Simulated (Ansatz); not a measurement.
# Te6Mo3H (distorted or defective cell): what the fields show

```yaml
crystal:
  lattice:
    - [3.43343, 0.00000, 0.00000]
    - [-1.71672, 2.97344, 0.00000]
    - [0.00000, 0.00000, 20.77043]
  atoms:
    - { symbol: Te, position: [0.00000, 0.00000, 0.91258] }
    - { symbol: Te, position: [0.33333, 0.66667, 0.59178] }
    - { symbol: Te, position: [0.33333, 0.66667, 0.23331] }
    - { symbol: Te, position: [0.33333, 0.66667, 0.76669] }
    - { symbol: Te, position: [0.33333, 0.66667, 0.40822] }
    - { symbol: Te, position: [0.00000, 0.00000, 0.08742] }
    - { symbol: Mo, position: [0.00000, 0.00000, 0.67915] }
    - { symbol: Mo, position: [0.00000, 0.00000, 0.32085] }
    - { symbol: Mo, position: [0.33333, 0.66667, 0.00000] }
    - { symbol: H, position: [0.94769, 0.64051, 0.50234] }
```

Not relaxed (largest force 0.4 eV/Å); computed without spin polarisation; PAW files of the earlier set (soft_1).

Method: DFT PBEsol+D3(BJ), scalar-relativistic, plane waves, PAW (Ansatz 0.2.0).

Core electrons are frozen (PAW), and the valence fields are smoothed inside the atomic spheres.

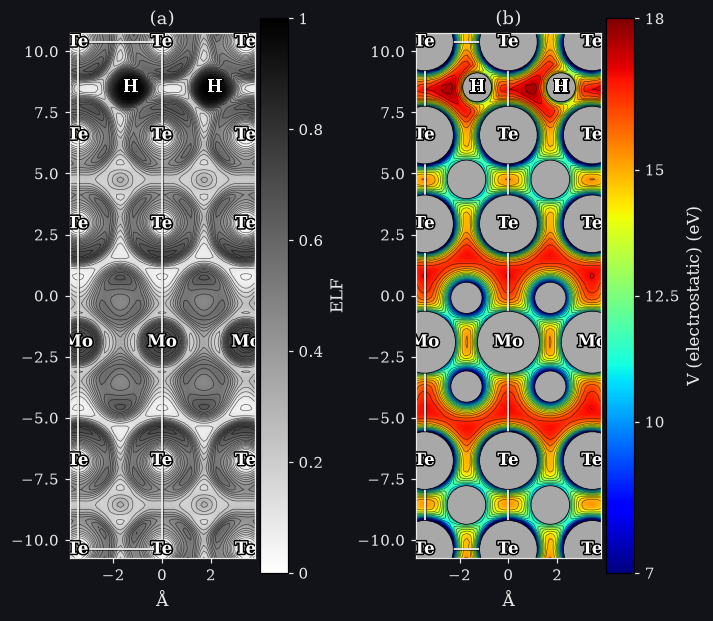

Figure 1. (a) electron localisation function; (b) electrostatic potential (local pseudopotential plus Hartree) felt by an electron on the (010) plane of the calculation cell. Grey discs cover the atomic cores in the potential map.

### Describe what can be read from this map.

The section cuts through Te, Mo and H sites. Te–H (2.26 Å): the ELF climbs to about 1 towards the hydrogen, as it does in any bond to H. Te–H (2.34 Å): the ELF climbs to about 1 towards the hydrogen. The features right at Mo lie inside the PAW spheres, where the map follows smoothed inner orbitals and isn't to be read closely. Outside the cores the potential energy rises away from the atoms and is highest about 1.1 Å from the nearest atoms; its zero is arbitrary.

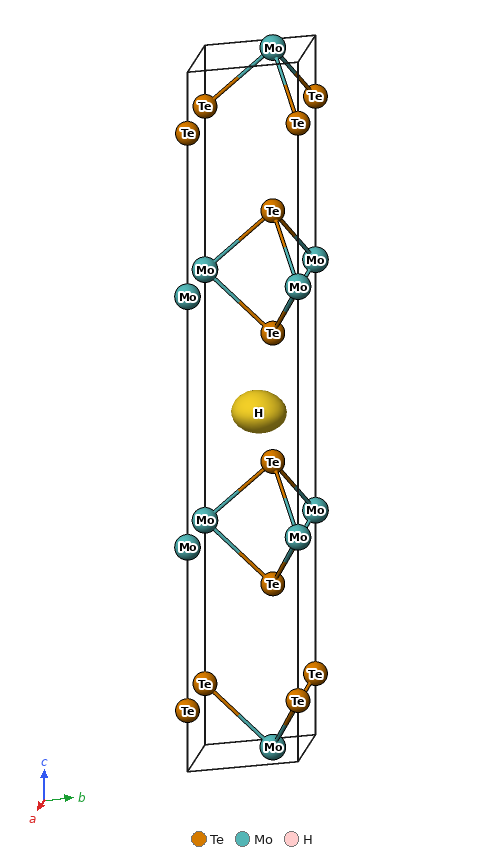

Figure 2. Isosurface of the electron localisation function at 0.8 (yellow), seen at an oblique angle. Only the valence region is drawn (cores and ρ < 0.01 e/Å³ removed). Sticks mark near contacts.

### Identify the bonds, lone pairs and shells in this picture.

The ELF exceeds this value in one region around a hydrogen nucleus, counted in one cell of 10 atoms. Any copies at cell faces, edges or corners count once. Along the contacts the grid gives the following. Te–Mo (2.69 Å): the ELF is about 0.55 at the midpoint.

### Does the calculation make it a metal, or give it a gap?

It is metallic or semimetallic at this level of theory: no gap opens.
